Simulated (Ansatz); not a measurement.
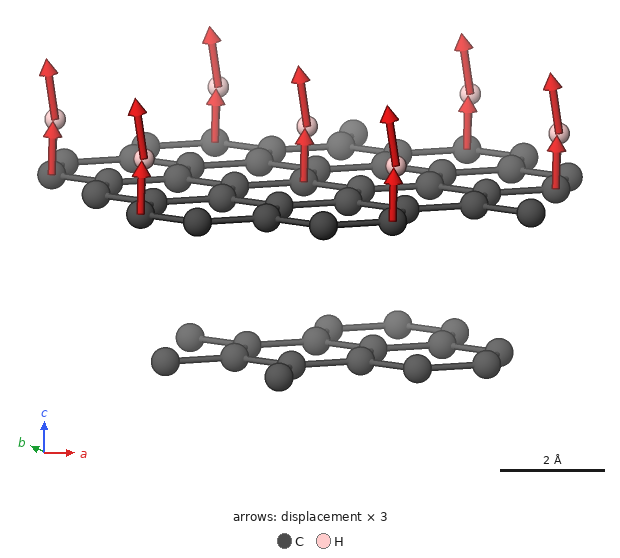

A constrained relaxation of a slab of composition HC₂₄ (cut from the R-3m phase). The starting structure is drawn; red arrows show the displacements, 3 times their true length.

The picture is a ball-and-stick view of the atoms within 5.8 Å of the atom that moves most (axes of the 2 × 2 repeat of the cell, outlined in the plane, without the vacuum (origin shifted)), seen slightly off an axis.

Case: H put near a top C site. The slab is the (0 0 1) face of C with H on it. 8 atoms are held fixed.

Computed with DFT PBE+D3(BJ), scalar-relativistic, plane waves, PAW (Ansatz 0.2.0). (plane-wave cutoff 420 eV; k-point mesh 6 × 6 × 1; occupations gaussian; smearing width 0.05 eV; collinear spin; dipole correction; atoms relaxed in a fixed cell; force threshold 0.02 eV/Å; at most 70 steps)

> Describe the change and its energy.

The atom that moves furthest is the H atom (0.41 Å at 9° to the normal (+c side)). By element the largest moves are H 0.41 Å, C 0.36 Å. The cell doesn't change. Some distances before and after: C–C 1.423 → 1.486 Å, C–H 1.082 → 1.129 Å, C–C 1.423 → 1.406 Å, C–C 1.423 → 1.434 Å. Bond angles that change, for instance: C–C–H 88.2° → 102.9°, C–C–H 93.7° → 102.9°, C–C–C 120.0° → 115.2°. The energy falls by 0.940 eV per cell of the calculation in 5 accepted moves (6 points after the start). Largest force component: 3 eV/Å at the start, 0.014 eV/Å at the end. 1 step only repeated the SCF at the same geometry. Cost: 6 min on 4 threads of Arm Neoverse V2, with other jobs on the host, peak memory 2 GiB.

Limits of the set-up: the periodic images lie only 4.9 Å apart, so the values are limited by the cell's size.
